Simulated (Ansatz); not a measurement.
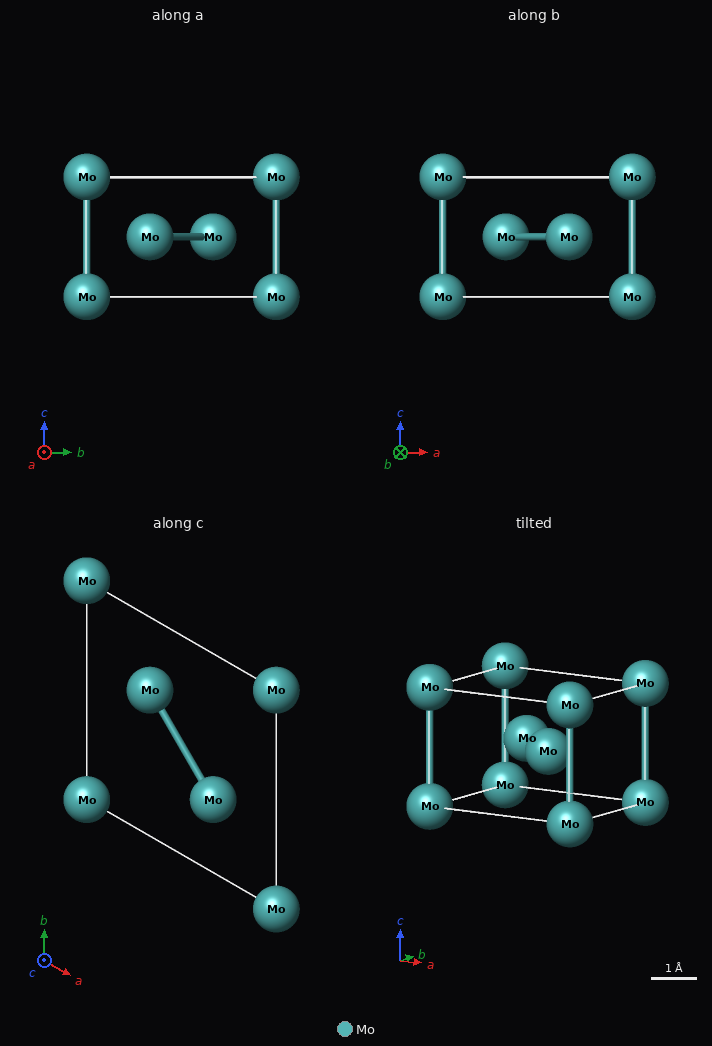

A ball-and-stick rendering, viewed along the a axis, along the b axis, along the c axis and slightly off an axis. The conventional unit cell is outlined; an atom on or near a face, edge or corner is repeated at each equivalent position.

Lattice parameters: a = 4.921 Å, b = 4.921 Å, c = 2.691 Å, α = 90.00°, β = 90.00°, γ = 120.00°. Put a along x and b in the xy plane.

**Express the structure as a POSCAR file.**

```
Mo
1.0
     4.921    0.000    0.000
    -2.460    4.262    0.000
     0.000    0.000    2.691
Mo
3
Direct
  0.0000 0.0000 0.0000
  0.3333 0.6667 0.5000
  0.6667 0.3333 0.5000
```

It goes back to a structure type filled with this element by a generator (whether the element takes this form wasn't checked). Earlier steps of the study may have refined or changed the cell and positions. It was run through Ansatz as a DFT input.

At this level of theory the cell isn't at rest (stretched, at -19 GPa), so its distances can differ from those at equilibrium, the more so the softer the solid.
